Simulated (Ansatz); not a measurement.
# Bi₂Se₃: what the fields show

```
Bi Se
1.0
     0.00000    7.23393    0.09519
    -4.18917    0.00000    0.00000
     0.00000   -2.27350    9.87435
Bi Se
4 6
Direct
  0.89221 0.50000 0.19567
  0.39221 0.00000 0.19567
  0.10779 0.50000 0.80433
  0.60779 0.00000 0.80433
  0.50000 0.50000 0.00000
  0.00000 0.00000 0.00000
  0.72662 0.50000 0.64613
  0.22662 0.00000 0.64613
  0.27338 0.50000 0.35387
  0.77338 0.00000 0.35387
```

Space group C2/m; a structure from a database of computed crystals, not necessarily the ambient phase; changed on purpose from its base cell (strain along c alone, the other axes held, atoms relaxed: -6.0 %).

Computed with Ansatz, DFT PBE, scalar-relativistic, plane waves, PAW.

In a PAW calculation such maps are meaningful between the atoms, not at the nuclei.

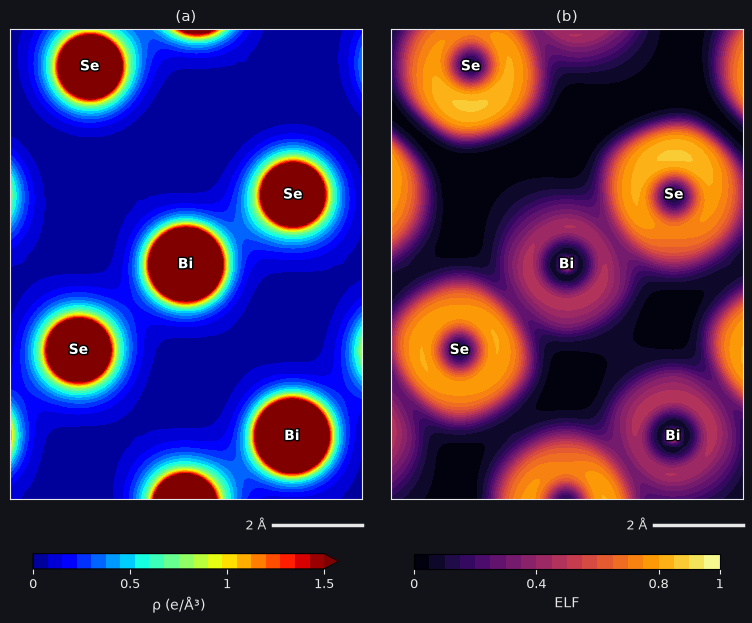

Figure 1. (a) valence pseudo-density; (b) ELF on the (010) plane of the conventional cell.

Interpret the plot.

The section cuts through Bi and Se sites.
Bi–Se (2.88 Å): ρ at the midpoint is about 0.32 e/Å³; the ELF is about 0.45 at the midpoint and 0.35 at its lowest between the atoms.
Bi–Se (3.10 Å): ρ at the midpoint is about 0.21 e/Å³; the ELF is about 0.30 at the midpoint.
Between the atoms the lowest density in this plane is 0.007 e/Å³.
The ELF also peaks beside Se, away from the bonds: lone-pair regions.
The features right at Bi lie inside the PAW spheres, where the map follows smoothed inner orbitals and isn't to be read closely.

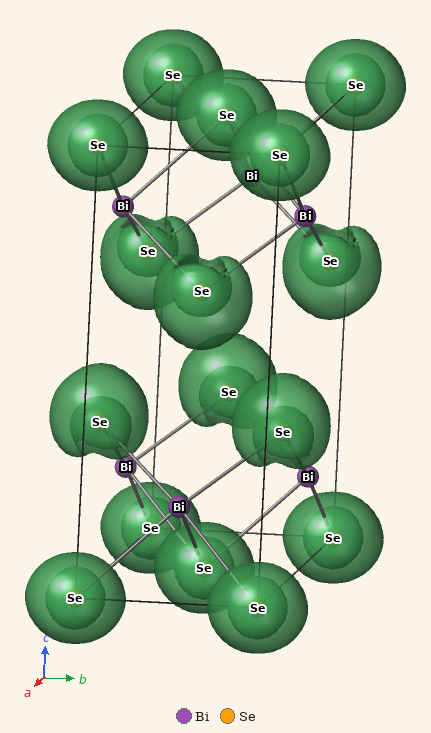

Figure 2. Isosurface of the ELF at 0.75 (green), seen slightly off an axis. Core shells and regions of very low density are left out. Sticks mark near contacts.

What do the ELF domains correspond to?

At this value the surface marks out six regions wrapped around Se (the valence shell of each), counted in one cell of 10 atoms. Any copies at cell faces, edges or corners count once.

Metal or insulator at this level of theory?

It is gapped, with a Kohn–Sham gap of 0.40 eV on the k-point mesh (the band edges may lie off the mesh, which would make the gap smaller).
